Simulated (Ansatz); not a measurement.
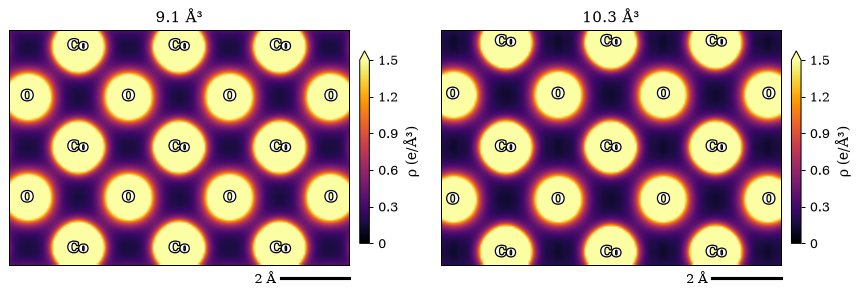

CoO. The valence charge density (pseudo) of cells scaled evenly to different volumes (given per atom above each panel), on the (110) plane of each (indices in the axes of the cell below), at one length scale and on one colour scale.

Spin-polarised.

Level of theory: Kohn-Sham DFT of a periodic cell, LDA, Ansatz PAW in Ansatz 0.2.0.

The largest cell:

```
Co O
1.0
     0.00000    2.17330    2.17330
     2.17330    0.00000    2.17330
     2.17330    2.17330    0.00000
Co O
1 1
Direct
  0.00000 0.00000 0.00000
  0.50000 0.50000 0.50000
```

| volume (Å³/atom) | Co–O contact in the plane (Å) | ρ at its midpoint (e/Å³) | pressure (GPa) | largest moment (μB) | 
| --- | --- | --- | --- | --- |
| 9.10 | 2.088 | 0.471 | −11.5 | 2.21 | 
| 9.49 | 2.117 | ? | ? | ? | 
| 10.27 | 2.173 | 0.389 | −25.9 | 2.51 | 

What values belong in the row with question marks?

Over the known rows ln ρ falls by 2.25 per Å of Co–O distance (the line through the two), which gives 0.441 e/Å³ at 2.117 Å; the calculation gives 0.440 e/Å³. For the pressure, a straight line in volume between the neighbouring rows gives −16.3 GPa; the calculation gives −16.6. For the largest moment, a straight line in volume between the neighbouring rows gives 2.31 μB; the calculation gives 2.38.
